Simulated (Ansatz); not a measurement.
CuO: single-point calculation (part 1 of 3)

System: CuO (4 atoms in the cell).
Method: DFT PBE+U, scalar-relativistic, plane waves, PAW, Ueff = 7 eV on Cu atom 1 d; Ueff = 7 eV on Cu atom 2 d, spin-polarised (Ansatz 0.2.0).

The structure derives from an entry of the Crystallography Open Database. It belongs to a series of runs on one base structure; here: random orbitals: random, high filling. Figures and captions count atoms from 1; the log counts them from 0 in places.

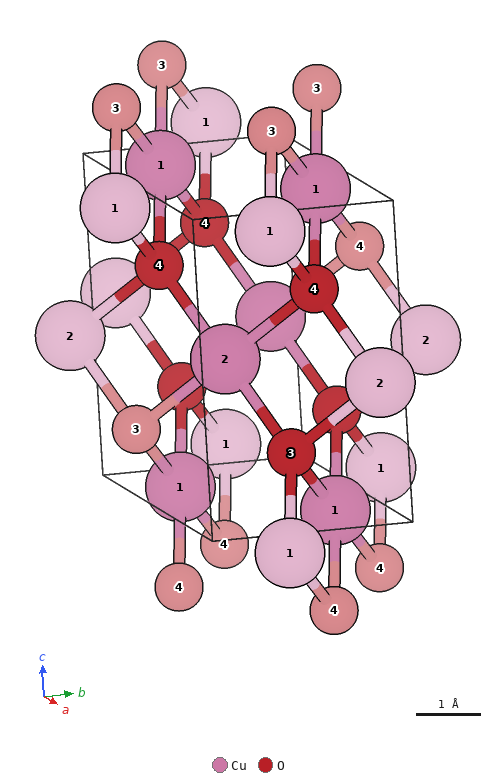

Figure 1. The structure as given in the input (ball-and-stick view of the cell 2 times as large as that of the calculation, set on its symmetry axes, seen slightly off an axis; neighbours outside the cell are drawn fainter; atoms are numbered from 1 in the order of the input).

Key numbers

```tsv
quantity	value
outcome	converged
space group (tolerance 0.01 Å)	C2/c (15)
electrons treated	50
free energy	−14379.9001 eV
Fermi energy	11.901 eV
gap on the k-point mesh	0.81 eV
net moment of the cell	0.00 μB
integrated absolute moment	1.55 μB
pressure	8.60 GPa
largest force (length of the vector)	0.041 eV/Å
hardware	2 threads of Arm Neoverse V2, 24 GiB of memory available, shared host
wall time	33 s (CPU time 65 s)
peak memory	0.52 GiB
```

Warnings of the run: the typed occupations were not kept; the occupation matrices lower the symmetry. The cell is under a pressure of 8.6 GPa at this level, so it is not at its equilibrium volume.

The input
```yaml
crystal:
  lattice:
    - [2.34184962, -1.71129972, 0.0]
    - [2.34184962, 1.71129972, 0.0]
    - [-0.85002986, 0.0, 5.05786919]
  atoms:
    - { symbol: Cu, position: [0.0, 0.5, 0.0], spin: 1.0 }
    - { symbol: Cu, position: [0.5, 0.0, 0.5], spin: -1.0 }
    - { symbol: O, position: [0.5816, 0.4184, 0.25] }
    - { symbol: O, position: [0.4184, 0.5816, 0.75] }
basis:
  ecutwfc: 420
  ecutrho_ratio: 4
kpoints:
  mp_grid: { grid: [7, 7, 4] }
hamiltonian:
  xc: pbe
  hubbard:
    sites:
      - { site: 0, l: d, u_eff: 7.0, starting_ns: [{ spin: up, occupation_matrix: s0up }, { spin: down, occupation_matrix: s0down }] }
      - { site: 1, l: d, u_eff: 7.0, starting_ns: [{ spin: up, occupation_matrix: s1up }, { spin: down, occupation_matrix: s1down }] }
    occupation_matrices:
      s0up:
        matrix:
          - [0.97, 0.0, 0.0, 0.0, 0.0]
          - [0.0, 0.97, 0.0, 0.0, 0.0]
          - [0.0, 0.0, 0.97, 0.0, 0.0]
          - [0.0, 0.0, 0.0, 0.97, 0.0]
          - [0.0, 0.0, 0.0, 0.0, 0.97]
      s0down:
        matrix:
          - [0.87905, -0.20537, -0.17603, -0.00293, -0.07041]
          - [-0.20537, 0.50626, -0.39749, -0.00662, -0.159]
          - [-0.17603, -0.39749, 0.62929, -0.00568, -0.13628]
          - [-0.00293, -0.00662, -0.00568, 0.96991, -0.00227]
          - [-0.07041, -0.159, -0.13628, -0.00227, 0.91549]
      s1up:
        matrix:
          - [0.76864, -0.04815, 0.12257, 0.25827, -0.25827]
          - [-0.04815, 0.95849, 0.02931, 0.06176, -0.06176]
          - [0.12257, 0.02931, 0.89539, -0.15721, 0.15721]
          - [0.25827, 0.06176, -0.15721, 0.63874, 0.33126]
          - [-0.25827, -0.06176, 0.15721, 0.33126, 0.63874]
      s1down:
        matrix:
          - [0.97, 0.0, 0.0, 0.0, 0.0]
          - [0.0, 0.97, 0.0, 0.0, 0.0]
          - [0.0, 0.0, 0.97, 0.0, 0.0]
          - [0.0, 0.0, 0.0, 0.97, 0.0]
          - [0.0, 0.0, 0.0, 0.0, 0.97]
    ns_hold: { iters: 12 }
scf:
  occupations: { method: gaussian, width: 0.05 }
  lower_state_search: "off"
  max_iter: 150
output:
  forces: true
  stress: true
  eigenvalues: true
  populations: true
  hubbard: { sites: [{ site: 0, l: d }, { site: 1, l: d }] }
  write_density: true
  write_potential: true
  elf: true
  volumetric_format: npy
magnetization:
  spin_polarized: true
```

Command:
```bash
ansatz run input.yaml --threads 2 --pin off --max-ram 3072MiB --backend cpu --events-out ev --progress --plain --runs-dir out
```

Log
```
Warning: crystal.symmetry: narrowed to the stabiliser of the occupation matrices — unitary ops 2 → 2, anti-unitary 2 → 0; lowered by the specified shells (site 0, l: d), (site 1, l: d); largest admitted image defect 4.4e-16, smallest excluded 4.5e-1 — at a splitting's scale: the group the occupation matrices' own texture admits
Cu: projections on atomic orbitals take those of the free atom [Ne] 3s2 3p6 3d10 4s1, of charge +0.00 (hamiltonian.pseudopotentials.projection_atoms); the dataset's partial waves leave at most 2.0e-6 of an orbital's norm unspanned inside its sphere
O: projections on atomic orbitals take those of the free atom [He] 2s2 2p4, of charge +0.00 (hamiltonian.pseudopotentials.projection_atoms); the dataset's partial waves leave at most 1.9e-8 of an orbital's norm unspanned inside its sphere
Engine: ansatz 0.2.0, aarch64-unknown-linux-gnu
Pseudopotentials: kind: paw
Pseudopotential: Cu, paw, valence charge 19, recommended cutoff 420 eV (normal), Cu.paw.azcp
Pseudopotential: O, paw, valence charge 6, recommended cutoff 420 eV (normal), O.paw.azcp
Functional definition: PBE
  parameter kappa = 0.804
  parameter beta = 0.06672455060314922
  exchange = pbe_x(kappa = kappa, mu = beta*pi^2/3)
  correlation = pbe_c(beta = beta)
Crystal: 4 atoms, lattice volume = 40.540 Å³
Basis set: ecut = 420 eV, 787 PW (Γ), exchange–correlation on 40×40×72 points (8 copies of the dense FFT grid, shifted against one another)
Bands: 32, of which v1, the nominal top of the filled ones, is band 25 counted from 1 (24 counted from 0)
Symmetry: 2 space group operations
Space group: P-1 (ITA 2), of the structure as read, at distance tolerance 3.4e-5 Å
Magnetic group: BNS 15.89 (UNI 96), of the structure as read, at distance tolerance 3.4e-5 Å
k-points: 99 of 196
Non-local potential: Cu, projectors of the file, l = 0: 3, l = 1: 2, l = 2: 3, l = 3: 1
Non-local potential: O, projectors of the file, l = 0: 2, l = 1: 2, l = 2: 1
PAW form: soft (Blöchl's): semilocal exchange-correlation on the pseudo side does not see the compensation charge
PAW one-centre angular grid: Cu, 590 points (default); XC on 64 Gauss nodes
PAW one-centre angular grid: O, 110 points (default); XC on 64 Gauss nodes
Initial density: superposition of atomic densities (chi_scale 0.1, normalization cell, long waves kept (reshape's long-wave potential 0.00 eV rms))
Starting moments: Σ|m| = 2 μB on 2 of 4 sites
Starting magnetic order: altermagnet, d-wave, bulk spin-momentum locking; spin-degenerate plane through Γ normal to [1 -1 0] of the run's lattice
Initial wavefunctions: pseudopotential atomic-orbital guess
Functional: x = pbe(κ = 0.804, μ = 0.2195149727645171), c = pbe(β = 0.06672455060314922)
```
